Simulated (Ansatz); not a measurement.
## CdS (Hawleyite): the PBE gap against the k mesh of the density

Aim: see how gap, energy and time of CdS (Hawleyite) follow the k mesh of the density.

Method: DFT, PBE, plane waves, PAW; PAW set soft_1, in Ansatz 0.2.0.

### Step 1. The structure

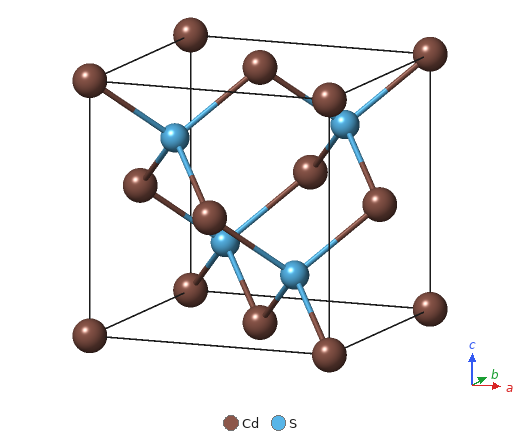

The starting structure, seen slightly off an axis (cadmium brown, sulfur blue). This picture shows the conventional cell, with its axes. Bonds to atoms that aren't drawn are left out. Some periodic images of atoms are drawn too.

The cell and positions come from the Crystallography Open Database and are kept as given unless a step says otherwise.

### Step 2. k mesh of the density: 2×2×2

File input.yaml:

```yaml
crystal:
  lattice:
    - [0.0, 2.9165, 2.9165]
    - [2.9165, 0.0, 2.9165]
    - [2.9165, 2.9165, 0.0]
  atoms:
    - { symbol: Cd, position: [0.0, 0.0, 0.0] }
    - { symbol: S, position: [0.25, 0.25, 0.25] }
kpoints:
  mp_grid: { grid: [2, 2, 2] }
  band_path:
    path:
      - [0.0, 0.0, 0.0]
      - [-0.5, -0.5, 0.0]
      - [-0.375, -0.375, 0.25]
      - [-0.375, 0.0, 0.375]
      - [0.0, 0.0, 0.5]
      - [-0.5, -0.25, 0.25]
    npoints: 1
hamiltonian:
  xc: pbe
  pseudopotentials: { kind: paw, azcp: { folder: soft_1 } }
scf:
  occupations: { method: fixed }
  n_extra_bands: 4
output:
  eigenvalues: true
```

Command:

```bash
$ ansatz run input.yaml --threads 3 --pin off --max-ram 92160MiB --backend cuda --events-out ev --progress --plain --runs-dir out --devices 1 --max-vram 13GiB
```

Numbers of over 12 decimals in the logs are rounded to 6 here.

The log of the run:

```text
scf.n_extra_bands = 4 over 13 filled bands (N_el = 26.0): the run solves 17 bands
GPUs: using 1 of 1 available (devices: 1).
Engine: ansatz 0.2.0, x86_64-unknown-linux-gnu
Pseudopotentials: kind: paw
Pseudopotential: Cd, paw, valence charge 20, recommended cutoff 420 eV (normal), soft_1/Cd.paw.azcp
Pseudopotential: S, paw, valence charge 6, recommended cutoff 420 eV (normal), soft_1/S.paw.azcp
Functional definition: PBE
  parameter kappa = 0.804
  parameter beta = 0.066725
  exchange = pbe_x(kappa = kappa, mu = beta*pi^2/3)
  correlation = pbe_c(beta = beta)
device memory: the entry about to start is reckoned to put 1.4 GiB on a device that reports 56.3 GiB free (of which the cap on the GPU budget leaves the run 13.0 GiB)
GPU FFT provider: cuFFT
GPU libraries: cuBLAS 13.8.2, cuFFT 12.4.0, cuSOLVER 12.3.4
Crystal: 2 atoms, lattice volume = 49.615 Å³
Basis set: ecut = 420 eV, 941 PW (Γ)
Bands: 17, of which v1, the nominal top of the filled ones, is band 13 counted from 1 (12 counted from 0)
Symmetry: 24 space group operations
Space group: F-43m (ITA 216), of the structure as read, at distance tolerance 3.7e-5 Å
k-points: 3 of 8
Non-local potential: Cd, projectors of the file, l = 0: 3, l = 1: 2, l = 2: 2, l = 3: 1
Non-local potential: S, projectors of the file, l = 0: 2, l = 1: 2, l = 2: 1
PAW form: soft (Blöchl's): semilocal exchange-correlation on the pseudo side does not see the compensation charge
PAW one-centre angular grid: Cd, 590 points (default); XC on 64 Gauss nodes
PAW one-centre angular grid: S, 110 points (default); XC on 64 Gauss nodes
Initial density: superposition of atomic densities (chi_scale 0.1, normalization cell, long waves kept (reshape's long-wave potential 0.00 eV rms))
Initial wavefunctions: pseudopotential atomic-orbital guess
GPU buffer pool allocated for 27000 grid points (all kernels)
GPU transforms: local potential and band sums: pruned to the plane-wave sphere, on 25×27×27
Functional: x = pbe(κ = 0.804, μ = 0.219515), c = pbe(β = 0.066725)
SCF iter   1: F=—  HF=-9157.118093 eV  |F-HF|=—  |Δ(HF+E_count)|=         —  Δρ=3.46e-2  dr2=7.28e-1  ethr=3.10e-3  ⟨swp⟩=5.3  Hψ=232  notcnv=0  defer=3
preconditioner: auto → none  [insulator: Δε(μ)=1.365 eV  Ē_g=12.594 eV  n_scr=14 (ndim 8)  ℏωp=22.4 eV  f_vac=0.063  ε∞_Penn≈4.2]
SCF iter   2: F=—  HF=-9156.925374 eV  |F-HF|=—  |Δ(HF+E_count)|=   1.93e-1  Δρ=1.41e-2  dr2=5.41e-2  ethr=2.80e-3  ⟨swp⟩=3.7  Hψ=113  notcnv=0  defer=3
SCF iter   3: F=—  HF=-9156.931001 eV  |F-HF|=—  |Δ(HF+E_count)|=   5.63e-3  Δρ=5.95e-3  dr2=1.03e-2  ethr=2.08e-4  ⟨swp⟩=2.0  Hψ=60  notcnv=0  defer=3
SCF iter   4: F=—  HF=-9156.934148 eV  |F-HF|=—  |Δ(HF+E_count)|=   3.15e-3  Δρ=1.42e-3  dr2=8.79e-4  ethr=3.95e-5  ⟨swp⟩=3.0  Hψ=88  notcnv=0  defer=3
SCF iter   5: F=—  HF=-9156.933870 eV  |F-HF|=—  |Δ(HF+E_count)|=   2.78e-4  Δρ=2.94e-4  dr2=1.96e-5  ethr=3.38e-6  ⟨swp⟩=2.0  Hψ=84  notcnv=0  defer=3
SCF iter   6: F=—  HF=-9156.934191 eV  |F-HF|=—  |Δ(HF+E_count)|=   3.21e-4  Δρ=5.90e-5  dr2=1.51e-6  ethr=7.55e-8  ⟨swp⟩=2.0  Hψ=80  notcnv=0  defer=3
SCF iter   7: F=-9156.934191 eV  HF=-9156.934191 eV  |F-HF|=7.04e-10  |Δ(HF+E_count)|=   2.26e-7  Δρ=1.18e-5  dr2=5.14e-8  ethr=3.85e-10  ⟨swp⟩=5.0  Hψ=246  notcnv=0
SCF 1 converged in 7 iterations: F = -9156.934191 eV  dr2 = 5.14e-8
[...]
device memory: the entry about to start is reckoned to put 0.8 GiB on a device that reports 57.3 GiB free (of which the cap on the GPU budget leaves the run 13.0 GiB)
NSCF: frozen V_eff on 6 k-points
SCF converged after 7 iterations
Free energy (F): -9156.934191 eV
Harris-Foulkes:  -9156.934191 eV  (|F-HF|=7.04e-10)
Internal energy: -9156.934191 eV  (E = F + TS)
E sigma→0 (E₀):  -9156.934191 eV
Fermi energy:    7.229631 eV
--- Per-component energies (eV) ---
  E_band       = -504.342387
  E_kinetic    = 549.308813
  E_local      = -4041.443142  (includes V_loc(G=0)·N_el)
  E_nonlocal   = 154.427867
  E_hartree    = 1839.845016
  E_xc         = -246.516006
  E_vxc        = -280.085317  (∫ρ·V_xc dr)
  E_paw        = -4707.575782  (= ΣΔE_a)
  E_vpaw       = -566.239931  (= ΣTr[D̂ρ^β])
  E_aug_tail   = 0.000342  (compensation charges beyond the density's cutoff)
  E_ewald      = -2704.981299
  E_smearing   = -0.000000  (= −TS)
  E_closure    = 0.000000  (closes the sum)
  Σ components = -9156.934191   (vs F -9156.934191, Δ=0.00e0)
--- Band table (eV) ---
  k-point 0: bands = [... 9 lower, -0.3925, 7.2296, 7.2296, 7.2296, 8.2189, 13.5359, 13.5359, 13.5359]
  k-point 1: bands = [... 9 lower, 0.0249, 2.7126, 6.4573, 6.4573, 10.0596, 14.0129, 14.0129, 14.6286]
  k-point 2: bands = [... 9 lower, 0.1033, 3.1374, 5.3045, 5.3045, 10.5828, 11.4081, 16.4001, 17.8470]
```

Elapsed: 6.8 s, on 1 × NVIDIA H100 80GB HBM3 (shared by 6 runs) with 3 threads of AMD EPYC 7R13 (Zen 3), shared host; peak memory 0.88 GiB.

This step gave:

* gap: 0.9893 eV
* valence top at: Γ
* conduction bottom at: Γ
* least direct gap: 0.9893 eV

The gap is direct, at Γ.

### Step 3. k mesh of the density: 4×4×4

Changes to input.yaml since step 2:

```diff
@@ -9,3 +9,3 @@
 kpoints:
-  mp_grid: { grid: [2, 2, 2] }
+  mp_grid: { grid: [4, 4, 4] }
   band_path:
```

The log of the run:

```text
[...]
GPUs: using 1 of 1 available (devices: 1).
[...]
GPU FFT provider: cuFFT
GPU libraries: cuBLAS 13.8.2, cuFFT 12.4.0, cuSOLVER 12.3.4
Crystal: 2 atoms, lattice volume = 49.615 Å³
Basis set: ecut = 420 eV, 941 PW (Γ)
Bands: 17, of which v1, the nominal top of the filled ones, is band 13 counted from 1 (12 counted from 0)
[... 1 set-up line as in the run before ...]
[...]
E sigma→0 (E₀):  -9157.846062 eV
Fermi energy:    6.932550 eV
[...]
--- Band table (eV; the first three rows and the last of 8) ---
  k-point 0: bands = [... 9 lower, -0.3321, 6.9325, 6.9325, 6.9325, 8.0660, 13.4450, 13.4450, 13.4450]
  k-point 1: bands = [... 9 lower, -0.3278, 4.4366, 6.5355, 6.5355, 9.7015, 13.1967, 13.9480, 13.9480]
  k-point 2: bands = [... 9 lower, 0.0500, 2.5272, 6.1801, 6.1801, 9.9329, 13.9132, 13.9132, 14.3856]
  k-point 7: bands = [... 9 lower, 0.3012, 3.0274, 4.6649, 4.7431, 12.3472, 12.3512, 14.1428, 14.9590]
[key lines of the parts left out:]
SCF converged after 7 iterations
Free energy (F): -9157.846062 eV
```

Wall time 5.7 s (1 × NVIDIA H100 80GB HBM3 (shared by 6 runs) with 3 threads); peak memory 0.87 GiB.

Numbers from this step:

```
gap                  : 1.133 eV
valence top at       : Γ
conduction bottom at : Γ
least direct gap     : 1.133 eV
```

The gap is 1.133 eV, +0.144 eV from the run before at this level.

### Step 4. k mesh of the density: 8×8×8 (the default)

input.yaml, the sections that differ from step 3:

```yaml
kpoints:
  mp_grid: { grid: [8, 8, 8] }
  band_path:
    path:
      - [[0.0, 0.0, 0.0], [-0.5, -0.5, 0.0], [-0.375, -0.375, 0.25]]
      - [[-0.375, 0.0, 0.375], [0.0, 0.0, 0.0], [0.0, 0.0, 0.5], [-0.5, -0.25, 0.25], [-0.5, -0.5, 0.0]]
    npoints: 10
scf:
  occupations: { method: fermi_dirac, width: 0.02 }
  n_extra_bands: 4
output:
  eigenvalues: true
  write_density: true
  write_potential: true
  elf: true
  volumetric_format: npy
# crystal, hamiltonian: as in step 3
```

The log of the run:

```text
[...]
GPUs: using 1 of 1 available (devices: 1).
[...]
GPU FFT provider: cuFFT
GPU libraries: cuBLAS 13.8.2, cuFFT 12.4.0, cuSOLVER 12.3.4
Crystal: 2 atoms, lattice volume = 49.615 Å³
Basis set: ecut = 420 eV, 941 PW (Γ)
Bands: 17, of which v1, the nominal top of the filled ones, is band 13 counted from 1 (12 counted from 0)
[... 1 set-up line as in the run before ...]
[...]
Fermi energy:    7.493127 eV
[...]
--- Band table (eV; the first three rows and the last of 29) ---
  k-point 0: bands = [... 9 lower, -0.3312, 6.9098, 6.9098, 6.9098, 8.0542, 13.4376, 13.4376, 13.4376]
  k-point 1: bands = [... 9 lower, -0.3323, 5.8886, 6.7881, 6.7881, 8.8902, 13.1780, 13.6353, 13.6353]
  k-point 2: bands = [... 9 lower, -0.3269, 4.4208, 6.5137, 6.5137, 9.6890, 13.1826, 13.9401, 13.9401]
  k-point 28: bands = [... 9 lower, 0.2989, 3.0135, 4.6469, 4.7254, 12.3333, 12.3385, 14.1350, 14.9420]
[key lines of the parts left out:]
SCF converged after 7 iterations
Free energy (F): -9157.879110 eV
```

Wall time 9.6 s (1 × NVIDIA H100 80GB HBM3 (shared by 6 runs) with 3 threads); peak memory 0.9 GiB; 3 s of CPU time.

Numbers from this step:

```yaml
gap: 1.144 eV
valence_top_at: Γ
conduction_bottom_at: Γ
least_direct_gap: 1.144 eV
```

The gap is 1.144 eV, +0.011 eV from the run before at this level.

### Step 5. k mesh of the density: 10×10×10

input.yaml, the sections that differ from step 4:

```yaml
kpoints:
  mp_grid: { grid: [10, 10, 10] }
  band_path:
    path:
      - [0.0, 0.0, 0.0]
      - [-0.5, -0.5, 0.0]
      - [-0.375, -0.375, 0.25]
      - [-0.375, 0.0, 0.375]
      - [0.0, 0.0, 0.5]
      - [-0.5, -0.25, 0.25]
    npoints: 1
scf:
  occupations: { method: fixed }
  n_extra_bands: 4
# crystal, hamiltonian, output: as in step 4
```

The log of the run:

```text
[...]
GPUs: using 1 of 1 available (devices: 1).
[...]
GPU FFT provider: cuFFT
GPU libraries: cuBLAS 13.8.2, cuFFT 12.4.0, cuSOLVER 12.3.4
Crystal: 2 atoms, lattice volume = 49.615 Å³
Basis set: ecut = 420 eV, 941 PW (Γ)
Bands: 17, of which v1, the nominal top of the filled ones, is band 13 counted from 1 (12 counted from 0)
[... 1 set-up line as in the run before ...]
[...]
Fermi energy:    6.909426 eV
[...]
--- Band table (eV; the first three rows and the last of 47) ---
  k-point 0: bands = [... 9 lower, -0.3312, 6.9094, 6.9094, 6.9094, 8.0540, 13.4375, 13.4375, 13.4375]
  k-point 1: bands = [... 9 lower, -0.3321, 6.1679, 6.8294, 6.8294, 8.6795, 13.2467, 13.5701, 13.5701]
  k-point 2: bands = [... 9 lower, -0.3308, 5.0082, 6.6303, 6.6303, 9.4386, 13.0847, 13.8414, 13.8414]
  k-point 46: bands = [... 9 lower, 0.2824, 3.0078, 4.6812, 4.7537, 12.0145, 12.2022, 14.5462, 15.0774]
[key lines of the parts left out:]
SCF converged after 7 iterations
Free energy (F): -9157.879372 eV
```

Wall time 10 s (1 × NVIDIA H100 80GB HBM3 (shared by 6 runs) with 3 threads); peak memory 0.89 GiB.

Numbers from this step:

```
gap                  : 1.145 eV
valence top at       : Γ
conduction bottom at : Γ
least direct gap     : 1.145 eV
```

The gap is 1.145 eV, as in the run before at this level.

### Step 6. The series

Differences are against the last row; a negative gap means that bands overlap, and a run with a band path holds that path's time. Times are wall times on 1 × NVIDIA H100 80GB HBM3 (shared by 6 runs) with 3 threads of AMD EPYC 7R13 (Zen 3), shared host, good to a factor of about two.

| k mesh of the density | gap (eV) | direct gap (eV) | gap error (eV) | energy error (meV/atom) | irreducible k | time |
| --- | --- | --- | --- | --- | --- | --- |
| 2×2×2 | 0.989 | 0.989 | −0.155 | +472.6 | 3 | 6.8 s |
| 4×4×4 | 1.133 | 1.133 | −0.011 | +16.7 | 8 | 5.7 s |
| 8×8×8 | 1.144 | 1.144 | −0.0002 | +0.1 | 29 | 9.6 s |
| 10×10×10 | 1.145 | 1.145 | +0.000 | +0.0 | 47 | 10 s |

### Step 7. Outcome

| Property | Result |
| --- | --- |
| 2×2×2 | 0.989 eV |
| 4×4×4 | 1.133 eV |
| 8×8×8 | 1.144 eV |
| 10×10×10 | 1.145 eV |

The gap holds to 0.02 eV from 4×4×4 on. At 2×2×2 the gap is off by −0.155 eV and the energy by +473 meV/atom. The gap is read over the mesh and added points near the edges, so meshes differ mainly through the density and, for a hybrid, the exchange operator.

[Paths, hosts, dates, memory and timing lines, banners, echoed tables and standing remarks are left out of the program output.]

[Logs are printed without paths, hosts, clocks, repeated set-up lines and the standing remarks that a program may print on its own settings, such as how far it seeks lower states.]

[Runs of the session that timed out or met a known fault of the program may be left out.]

[Cells called generated may have been cut or substituted from an entry of the Crystallography Open Database or the Materials Project.]

[Hosts, paths, dates, database ids (printed as entryN), source tags and the programs' standing remarks are cut or masked in the printed files.]
